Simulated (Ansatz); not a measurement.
System: P, space group Pmna (No. 53).

Starting cell:
```yaml
crystal:
  lattice:
    - [3.28373, 0.00000, 0.00000]
    - [0.00000, 34.85703, 0.00000]
    - [0.00000, 0.00000, 4.63208]
  atoms:
    - { symbol: P, position: [0.00000, 0.97026, 0.59215] }
    - { symbol: P, position: [0.00000, 0.02974, 0.40785] }
    - { symbol: P, position: [0.50000, 0.02974, 0.09215] }
    - { symbol: P, position: [0.50000, 0.97026, 0.90785] }
```

How it was computed, with Ansatz 0.2.0: homogeneous strain of a crystal along one Voigt pattern with engineering shear, fractional coordinates fixed, by plane-wave density functional theory with PAW datasets, free energies less that of the undisturbed cell; scalar-relativistic. Level: r2SCAN, no spin polarisation.

```json
{"setting": "wave cutoff", "value": "500 eV"}
{"setting": "k mesh", "value": "8×1×6"}
{"setting": "occupations", "value": "Gaussian"}
{"setting": "smearing width", "value": "0.05 eV"}
{"setting": "k shift", "value": "(0, 0, 0) (mesh steps)"}
{"setting": "start", "value": "as given"}
{"setting": "strain pattern", "value": "(1, 1, 0, 0, 0, 0) (xx yy zz yz xz xy with engineering shear)"}
```

Predict the energy change and tensile stress summed over the strain pattern against strain. The strain takes the values −0.1500, −0.1125, −0.0750, −0.0375, 0.0000, 0.0375, 0.0750, 0.1125, 0.1312, 0.1500.

The energy rises on both sides of the starting structure, which is therefore a minimum along this path. The energy change is 825 meV/atom at strain −0.1500 and 364 meV/atom at 0.1500; the lowest computed point is at strain 0.0000 (0 meV/atom), in a single well. The tensile stress summed over the strain pattern rises from −18.3 GPa at strain −0.1500 to 4.4 GPa at 0.1500, and changes sign near 0.004. The slope of tensile stress is 59.4 GPa. The second derivative of tensile stress is −600 GPa.

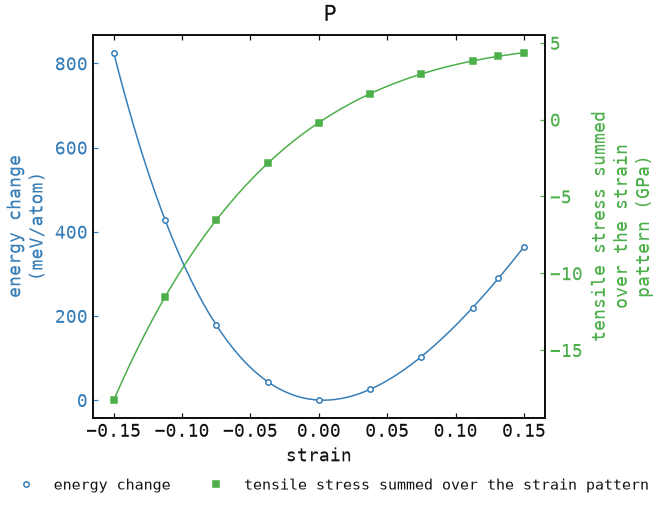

Note: reference crystal is not relaxed.
